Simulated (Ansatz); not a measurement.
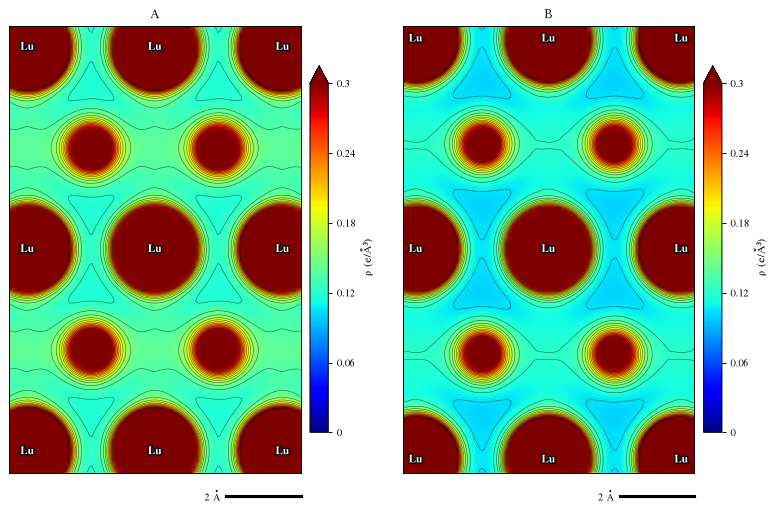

Lu. The valence charge density (pseudo) of two cells that differ in size, on the (010) plane of each (indices in the axes of the calculation cell), at one length scale and on one colour scale: B has 31.3 Å³ an atom and A 27.7.

Theory: Kohn-Sham DFT of a periodic cell, PBE, Ansatz PAW (Ansatz).

In a PAW calculation such maps are meaningful between the atoms, not at the nuclei.

The larger cell:

```
Lu
1.0
     3.57181    0.00000    0.00000
    -1.78590    3.09327    0.00000
     0.00000    0.00000    5.65977
Lu
2
Cartesian
  1.7859 1.0311 4.2448
  0.0000 2.0622 1.4149
```

The smaller cell: a = 3.432 Å, b = 3.432 Å, c = 5.438 Å, α = 90.00°, β = 90.00°, γ = 120.00°.

### What does the compression do to the bonding and the properties?

From the larger cell to the smaller, Lu–Lu goes from 3.57 to 3.43 Å, and the density at its midpoint from 0.11 to 0.12 e/Å³; the pressure goes from −2.9 to 2.5 GPa.
